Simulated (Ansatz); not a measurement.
**What a change does: single-point calculation on Fe3Co**

System: Fe3Co (P4/mmm, 4 atoms in the cell).
Method of run A: DFT PBEsol, scalar-relativistic, plane waves, PAW, no spin polarisation (Ansatz 0.2.0).

The structure derives from a Materials Project entry. Text and figures count atoms from 1; the logs count them from 0 in places.

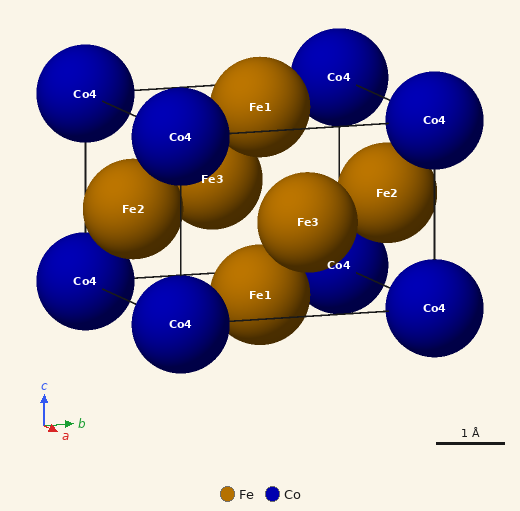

Figure 1. The structure as given in the input (spheres-only view of the cell of the calculation, seen slightly off an axis; atoms are numbered from 1 in the order of the input). An atom can appear more than once, as a periodic image.

## Input, run A
```yaml
crystal:
  lattice:
    - [4.023579445, 0.0, 0.0]
    - [0.0, 4.023579445, 0.0]
    - [0.0, 0.0, 2.82770517]
  atoms:
    - { symbol: Fe, position: [0.5, 0.5, 0.0] }
    - { symbol: Fe, position: [0.5, 0.0, 0.5] }
    - { symbol: Fe, position: [0.0, 0.5, 0.5] }
    - { symbol: Co, position: [0.0, 0.0, 0.0] }
basis:
  ecutwfc: 420
kpoints:
  mp_grid: { grid: [10, 10, 14] }
hamiltonian:
  xc: pbesol
scf:
  occupations: { method: gaussian, width: 0.1 }
  lower_state_search: "off"
output:
  forces: true
  stress: true
  eigenvalues: true
```

Launched with:
```bash
ansatz run input.yaml --threads 1 --pin off --max-ram 2560MiB --backend cpu --events-out ev --progress --plain --runs-dir out
```

Hardware: 1 thread of Intel Xeon (Sapphire Rapids), 192 GiB of memory available, shared host.

## Output, shortened to warnings, some set-up lines, iterations and results (run A)
```
Basis set: ecut = 420 eV, 913 PW (Γ), exchange–correlation on 54×54×40 points (8 copies of the dense FFT grid, shifted against one another)
Symmetry: 16 space group operations
k-points: 168 of 1400
Initial density: superposition of atomic densities (neutral atoms: chi_scale 0, normalization atom), corrected by the library's trained network
[...]
SCF iter   1: F=—  HF=-18437.434946 eV  |F-HF|=—  |Δ(HF+E_count)|=         —  Δρ=4.10e-2  dr2=7.84e-1  ethr=1.77e-3  ⟨swp⟩=3.4  Hψ=19087  notcnv=0
SCF iter   2: F=—  HF=-18437.406869 eV  |F-HF|=—  |Δ(HF+E_count)|=   2.81e-2  Δρ=1.40e-2  dr2=1.02e-1  ethr=1.21e-3  ⟨swp⟩=2.0  Hψ=8619  notcnv=0  defer=24
SCF iter   3: F=—  HF=-18437.404176 eV  |F-HF|=—  |Δ(HF+E_count)|=   2.69e-3  Δρ=8.49e-3  dr2=3.67e-2  ethr=1.58e-4  ⟨swp⟩=1.0  Hψ=6528  notcnv=0  defer=24
SCF iter   4: F=—  HF=-18437.403249 eV  |F-HF|=—  |Δ(HF+E_count)|=   9.27e-4  Δρ=2.29e-3  dr2=1.32e-3  ethr=5.64e-5  ⟨swp⟩=1.0  Hψ=6528  notcnv=0  defer=24
SCF iter   5: F=—  HF=-18437.403123 eV  |F-HF|=—  |Δ(HF+E_count)|=   1.26e-4  Δρ=7.53e-4  dr2=2.00e-4  ethr=2.03e-6  ⟨swp⟩=1.0  Hψ=6528  notcnv=0  defer=24
SCF iter   6: F=—  HF=-18437.403125 eV  |F-HF|=—  |Δ(HF+E_count)|=   1.76e-6  Δρ=2.96e-4  dr2=4.29e-5  ethr=3.07e-7  ⟨swp⟩=2.3  Hψ=10740  notcnv=0  defer=24
SCF iter   7: F=—  HF=-18437.403080 eV  |F-HF|=—  |Δ(HF+E_count)|=   4.46e-5  Δρ=1.11e-4  dr2=5.47e-6  ethr=6.61e-8  ⟨swp⟩=1.0  Hψ=6531  notcnv=0  defer=24
SCF iter   8: F=—  HF=-18437.403080 eV  |F-HF|=—  |Δ(HF+E_count)|=   8.38e-7  Δρ=3.32e-5  dr2=6.77e-7  ethr=8.41e-9  ⟨swp⟩=2.4  Hψ=9016  notcnv=0  defer=24
SCF iter   9: F=—  HF=-18437.403080 eV  |F-HF|=—  |Δ(HF+E_count)|=   7.25e-8  Δρ=3.33e-5  dr2=1.33e-7  ethr=1.54e-10  ⟨swp⟩=5.6  Hψ=27322  notcnv=0
SCF iter  10: F=-18437.403080 eV  HF=-18437.403080 eV  |F-HF|=1.48e-8  |Δ(HF+E_count)|=   4.69e-8  Δρ=8.43e-6  dr2=2.29e-8  ethr=1.54e-10  ⟨swp⟩=4.0  Hψ=20425  notcnv=0
SCF 1 converged in 10 iterations: F = -18437.403080 eV  dr2 = 2.29e-8
SCF converged after 10 iterations
Free energy (F): -18437.403080 eV
Harris-Foulkes:  -18437.403080 eV  (|F-HF|=1.48e-8)
Internal energy: -18437.316921 eV  (E = F + TS)
E sigma→0 (E₀):  -18437.360000 eV
Entropy (-TS):   -0.086159 eV (-21.540 meV/atom)
Fermi energy:    18.000765 eV
--- Per-component energies (eV) ---
  E_band       = -912.349902
  E_kinetic    = 1505.594291
  E_local      = -9125.169920  (includes V_loc(G=0)·N_el)
  E_nonlocal   = 1106.910790
  E_hartree    = 3814.121946
  E_xc         = -508.426478
  E_vxc        = -657.923743  (∫ρ·V_xc dr)
  E_paw        = -5480.526652  (= ΣΔE_a)
  E_vpaw       = -1370.006063  (= ΣTr[D̂ρ^β])
  E_aug_tail   = 0.002312  (compensation charges beyond the density's cutoff)
  E_ewald      = -9750.549235
  E_core_change = 0.726024  (= ΣΔE_core)
  E_smearing   = -0.086159  (= −TS)
  E_closure    = 0.000000  (closes the sum)
  Σ components = -18437.403080   (vs F -18437.403080, Δ=0.00e0)
--- Forces (eV/Å), atoms counted from 1 ---
  atom   1  Fe     0.00000000     0.00000000     0.00000000
  atom   2  Fe     0.00000000     0.00000000     0.00000000
  atom   3  Fe     0.00000000     0.00000000     0.00000000
  atom   4  Co     0.00000000     0.00000000     0.00000000
  max |Σ_I F_I| component: 1.80e-28 eV/Å
--- Stress (GPa, compression-positive) ---
      -27.445764       0.000000       0.000000
        0.000000     -27.445764       0.000000
        0.000000       0.000000     -27.621331
  P = ⅓ Tr σ = -27.5043 GPa (-275.043 kbar)
```

The input of run B differs as follows (lines with − go, lines with + come):
```diff
-    - [4.023579445, 0.0, 0.0]
-    - [0.0, 4.023579445, 0.0]
-    - [0.0, 0.0, 2.82770517]
+    - [4.0765273517, 0.0, 0.0]
+    - [0.0, 4.0765273517, 0.0]
+    - [0.0, 0.0, 2.8649160842]
```

What does this change do to the results?

With the same functional and potentials, run B lies 86.7 meV per atom higher. The pressure goes from −27.50 to −32.95 GPa. The volume per atom goes from 11.44 to 11.90 Å³. The cell is scaled evenly with the atoms at fixed fractional positions, so −ΔP/Δ ln V estimates the bulk modulus midway between the two volumes: about 140 GPa. The number of SCF iterations is the same. The plane waves at Γ go from 913 to 929.

## Output, shortened to warnings, some set-up lines, iterations and results (run B)
```
Basis set: ecut = 420 eV, 929 PW (Γ), exchange–correlation on 60×60×40 points (8 copies of the dense FFT grid, shifted against one another)
Symmetry: 16 space group operations
k-points: 168 of 1400
Initial density: superposition of atomic densities (neutral atoms: chi_scale 0, normalization atom), corrected by the library's trained network
[...]
SCF iter   1: F=—  HF=-18437.086558 eV  |F-HF|=—  |Δ(HF+E_count)|=         —  Δρ=3.85e-2  dr2=7.18e-1  ethr=1.77e-3  ⟨swp⟩=3.4  Hψ=19038  notcnv=0
SCF iter   2: F=—  HF=-18437.059549 eV  |F-HF|=—  |Δ(HF+E_count)|=   2.70e-2  Δρ=1.32e-2  dr2=9.32e-2  ethr=1.10e-3  ⟨swp⟩=2.0  Hψ=8601  notcnv=0  defer=23
SCF iter   3: F=—  HF=-18437.057131 eV  |F-HF|=—  |Δ(HF+E_count)|=   2.42e-3  Δρ=8.17e-3  dr2=3.50e-2  ethr=1.43e-4  ⟨swp⟩=1.0  Hψ=6530  notcnv=0  defer=23
SCF iter   4: F=—  HF=-18437.056282 eV  |F-HF|=—  |Δ(HF+E_count)|=   8.49e-4  Δρ=2.27e-3  dr2=1.32e-3  ethr=5.39e-5  ⟨swp⟩=1.0  Hψ=6530  notcnv=0  defer=23
SCF iter   5: F=—  HF=-18437.056162 eV  |F-HF|=—  |Δ(HF+E_count)|=   1.20e-4  Δρ=7.71e-4  dr2=2.18e-4  ethr=2.02e-6  ⟨swp⟩=1.0  Hψ=6537  notcnv=0  defer=23
SCF iter   6: F=—  HF=-18437.056165 eV  |F-HF|=—  |Δ(HF+E_count)|=   3.62e-6  Δρ=3.12e-4  dr2=4.88e-5  ethr=3.36e-7  ⟨swp⟩=1.3  Hψ=6995  notcnv=0  defer=23
SCF iter   7: F=—  HF=-18437.056173 eV  |F-HF|=—  |Δ(HF+E_count)|=   7.85e-6  Δρ=1.12e-4  dr2=6.32e-6  ethr=7.51e-8  ⟨swp⟩=1.0  Hψ=6534  notcnv=0  defer=23
SCF iter   8: F=—  HF=-18437.056172 eV  |F-HF|=—  |Δ(HF+E_count)|=   8.44e-7  Δρ=3.23e-5  dr2=5.67e-7  ethr=9.72e-9  ⟨swp⟩=2.4  Hψ=8812  notcnv=0  defer=23
SCF iter   9: F=—  HF=-18437.056173 eV  |F-HF|=—  |Δ(HF+E_count)|=   9.49e-8  Δρ=4.15e-5  dr2=2.32e-7  ethr=1.54e-10  ⟨swp⟩=5.6  Hψ=27358  notcnv=0
SCF iter  10: F=-18437.056172 eV  HF=-18437.056172 eV  |F-HF|=1.02e-8  |Δ(HF+E_count)|=   7.35e-8  Δρ=7.62e-6  dr2=1.78e-8  ethr=1.54e-10  ⟨swp⟩=4.0  Hψ=21548  notcnv=0
SCF 1 converged in 10 iterations: F = -18437.056172 eV  dr2 = 1.78e-8
SCF converged after 10 iterations
Free energy (F): -18437.056172 eV
Harris-Foulkes:  -18437.056172 eV  (|F-HF|=1.02e-8)
Internal energy: -18436.965429 eV  (E = F + TS)
E sigma→0 (E₀):  -18437.010801 eV
Entropy (-TS):   -0.090743 eV (-22.686 meV/atom)
Fermi energy:    17.135079 eV
--- Per-component energies (eV) ---
  E_band       = -963.667508
  E_kinetic    = 1500.890119
  E_local      = -9324.505631  (includes V_loc(G=0)·N_el)
  E_nonlocal   = 1108.592502
  E_hartree    = 3888.687056
  E_xc         = -506.519327
  E_vxc        = -655.377762  (∫ρ·V_xc dr)
  E_paw        = -5480.934313  (= ΣΔE_a)
  E_vpaw       = -1370.641226  (= ΣTr[D̂ρ^β])
  E_aug_tail   = 0.002531  (compensation charges beyond the density's cutoff)
  E_ewald      = -9623.904390
  E_core_change = 0.726024  (= ΣΔE_core)
  E_smearing   = -0.090743  (= −TS)
  E_closure    = -0.000000  (closes the sum)
  Σ components = -18437.056172   (vs F -18437.056172, Δ=0.00e0)
--- Forces (eV/Å), atoms counted from 1 ---
  atom   1  Fe     0.00000000     0.00000000     0.00000000
  atom   2  Fe     0.00000000     0.00000000     0.00000000
  atom   3  Fe     0.00000000    -0.00000000     0.00000000
  atom   4  Co     0.00000000     0.00000000     0.00000000
  max |Σ_I F_I| component: 1.25e-28 eV/Å
--- Stress (GPa, compression-positive) ---
      -32.883008       0.000000       0.000000
        0.000000     -32.883008       0.000000
        0.000000       0.000000     -33.091987
  P = ⅓ Tr σ = -32.9527 GPa (-329.527 kbar)
```

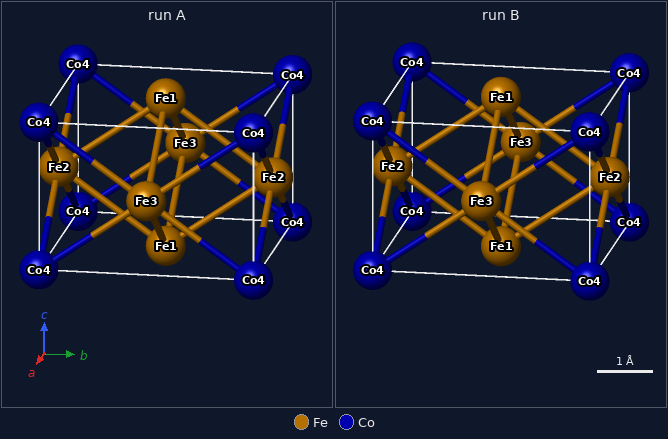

Figure 2. The two input geometries at one scale (ball-and-stick view of the cell of the calculation, seen slightly off an axis). The atoms keep their places relative to the cell (all moves are under 0.005 Å). The volume changes by +4.0 %, with a = b 4.024 → 4.077 Å (+1.3 %), c 2.828 → 2.865 Å (+1.3 %). Among the contacts that change: Fe1–Fe2 2.459 → 2.491 Å, Fe2–Co4 2.459 → 2.491 Å.

## The two runs side by side

| quantity | run A | run B |
| --- | --- | --- |
| outcome | converged | converged |
| free energy per atom (eV) | −4609.3508 | −4609.2640 |
| energy per atom, smearing taken to zero (eV) | −4609.3400 | −4609.2527 |
| gap on the mesh (eV) | 0.00 | 0.00 |
| pressure (GPa) | −27.50 | −32.95 |
| volume per atom (Å³) | 11.44 | 11.90 |
| largest force (eV/Å) | 0.000 | 0.000 |
| SCF iterations | 10 | 10 |
| irreducible k-points | 168 | 168 |
| plane waves at Γ | 913 | 929 |
| wall time (shared host) | 14 s | 16 s |

For both runs: The run has no spin polarisation, so a magnetic state may lie lower. For run A: The cell is under a tension of 28 GPa at this level, so it is not at its equilibrium volume. For run B: The cell is under a tension of 33 GPa at this level, so it is not at its equilibrium volume.
